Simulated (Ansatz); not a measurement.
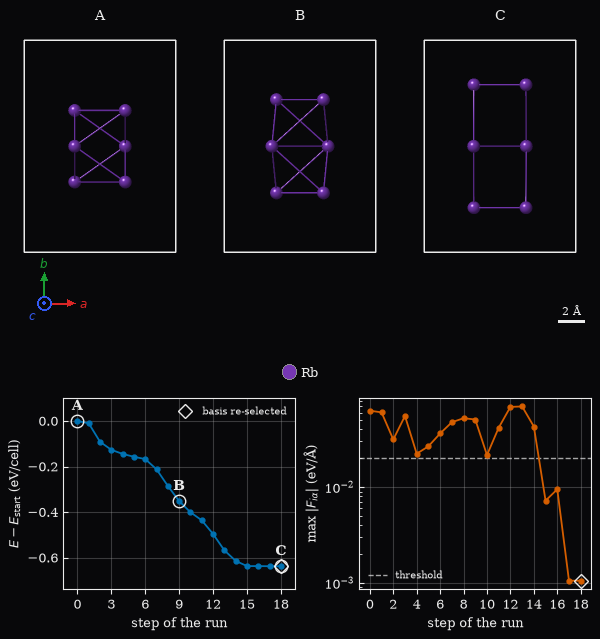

Frames of a relaxation of a wire of composition Rb, marked on the history of the run. The picture is a ball-and-stick view of the cell of the calculation, with the vacuum cut short, seen along the c axis.

Method: Ansatz 0.2.0, DFT PBE, scalar-relativistic, plane waves, PAW; settings changed.

Input file:
```yaml
crystal:
  lattice:
    - [13.0, 0.0, 0.0]
    - [0.0, 15.0, 0.0]
    - [0.0, 0.0, 8.018623048]
  atoms:
    - { symbol: Rb, position: [0.6542042894, 0.5, 0.0] }
    - { symbol: Rb, position: [0.3457957106, 0.5, 0.5] }
    - { symbol: Rb, position: [0.3457957106, 0.6890007578, 0.0] }
    - { symbol: Rb, position: [0.3457957106, 0.3109992422, 0.0] }
    - { symbol: Rb, position: [0.6542042894, 0.6890007578, 0.5] }
    - { symbol: Rb, position: [0.6542042894, 0.3109992422, 0.5] }
basis:
  ecutwfc: 420
kpoints:
  mp_grid: { grid: [1, 1, 4] }
hamiltonian:
  xc: pbe
scf:
  occupations: { method: gaussian, width: 0.1 }
output:
  forces: true
  eigenvalues: true
  stress: true
relax:
  adjacent_minimum: "off"
  f_tol: 0.02
  max_steps: 45
  cell: { fix: [a, b, alpha, beta, gamma], stress_tol: 0.03 }
```

Run as
```bash
ansatz run input.yaml --threads 4 --pin off --max-ram 9216MiB --backend cpu --events-out ev --progress --plain --runs-dir out
```

Describe the path.

Answer. The largest moves relative to the layer's centre, 2.04 Å, are those of Rb3, Rb4, Rb5 and Rb6. Along the periodic axis the drawn cell goes c 8.019 → 4.802 Å (−40.1 %). Among the contacts that change: Rb1–Rb1 8.019 → 4.802 Å, Rb1–Rb3 4.910 → 6.396 Å, Rb3–Rb5 5.670 → 4.771 Å, Rb1–Rb2 5.670 → 4.811 Å. The energy falls by 0.637 eV per cell of the calculation in 17 accepted moves (18 points after the start). The largest force component goes from 0.063 to 0.0011 eV/Å. The SCF was repeated once at an unchanged geometry on a basis and grid sized afresh for the cell, which shifted the energy by 0.1 meV per cell of the calculation at most. From step 0 to 9: Rb atoms move most (0.87 Å), energy −0.352 eV per cell of the calculation. From step 9 to 18: Rb atoms move most (1.19 Å), energy −0.286 eV per cell of the calculation.

```json
{"step": "0", "E − E(0), meV/atom": "0.00", "largest force component, eV/Å": "0.0627", "note": ""}
{"step": "1", "E − E(0), meV/atom": "-1.68", "largest force component, eV/Å": "0.0603", "note": ""}
{"step": "2", "E − E(0), meV/atom": "-15.20", "largest force component, eV/Å": "0.0314", "note": ""}
{"step": "3", "E − E(0), meV/atom": "-21.10", "largest force component, eV/Å": "0.0553", "note": ""}
{"step": "4", "E − E(0), meV/atom": "-24.08", "largest force component, eV/Å": "0.0223", "note": ""}
{"step": "5", "E − E(0), meV/atom": "-26.18", "largest force component, eV/Å": "0.0267", "note": ""}
{"step": "6", "E − E(0), meV/atom": "-27.86", "largest force component, eV/Å": "0.0363", "note": ""}
{"step": "7", "E − E(0), meV/atom": "-35.34", "largest force component, eV/Å": "0.0475", "note": ""}
{"step": "8", "E − E(0), meV/atom": "-47.48", "largest force component, eV/Å": "0.0524", "note": ""}
{"step": "9", "E − E(0), meV/atom": "-58.60", "largest force component, eV/Å": "0.0508", "note": ""}
{"step": "10", "E − E(0), meV/atom": "-66.75", "largest force component, eV/Å": "0.0216", "note": ""}
{"step": "11", "E − E(0), meV/atom": "-72.64", "largest force component, eV/Å": "0.0417", "note": ""}
{"step": "12", "E − E(0), meV/atom": "-82.64", "largest force component, eV/Å": "0.0687", "note": ""}
{"step": "13", "E − E(0), meV/atom": "-94.59", "largest force component, eV/Å": "0.0695", "note": ""}
{"step": "14", "E − E(0), meV/atom": "-102.31", "largest force component, eV/Å": "0.0429", "note": ""}
{"step": "15", "E − E(0), meV/atom": "-106.12", "largest force component, eV/Å": "0.0072", "note": ""}
{"step": "16", "E − E(0), meV/atom": "-106.13", "largest force component, eV/Å": "0.0095", "note": ""}
{"step": "17", "E − E(0), meV/atom": "-106.23", "largest force component, eV/Å": "0.0011", "note": ""}
{"step": "18", "E − E(0), meV/atom": "-106.21", "largest force component, eV/Å": "0.0011", "note": "same geometry, new basis"}
```

Limits of the set-up: the k-point mesh is coarse for a cell with partly filled bands.
